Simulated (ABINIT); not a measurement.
# NbP: geometry relaxation (part 4 of 4)

NbP (I4₁md, 4 atoms in the cell); Kohn-Sham DFT of a periodic cell, LDA, JTH PAW LDA v2.0, no spin polarisation (ABINIT 10.8.3); cutoff 544.23 eV, 7×7×7 k-mesh, fermi-dirac of 0.05 eV. The structure derives from a Materials Project entry.

Geometry of the input (Å; fractional positions):
```
-1.6749  1.6749  5.7401
1.6749  -1.6749  5.7401
1.6749  1.6749  -5.7401
Nb 0.2499  0.7499  0.5000
Nb 0.4999  0.4999  -0.0000
P  0.8327  0.3327  0.5000
P  0.0827  0.0827  0.0000
```

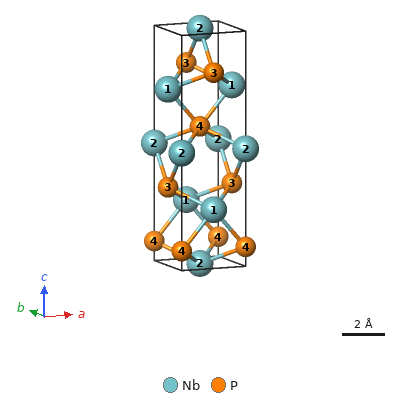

The starting structure (ball-and-stick view of the cell 2 times as large as that of the calculation, set on its symmetry axes, seen slightly off an axis; atoms are numbered from 1 in the order of the input). An atom can appear more than once, as a periodic image.

**Key numbers**

- outcome: converged
- space group (tolerance 0.01 Å): I4₁md (109)
- electrons treated: 36
- free energy: −3511.0366 eV
- Fermi energy: 13.253 eV
- gap on the k-point mesh: 0.09 eV
- pressure: −0.10 GPa
- final volume: 61.34 Å³
- largest force (length of the vector) at the end: 0.021 eV/Å
- final cell: a = 6.085 Å, b = 6.085 Å, c = 6.085 Å, α = 148.50°, β = 148.50°, γ = 45.15°
- hardware: 1 thread of Intel Xeon (Sapphire Rapids), 16 GiB of memory available, shared host
- wall time: 12 min
- peak memory: 0.27 GiB
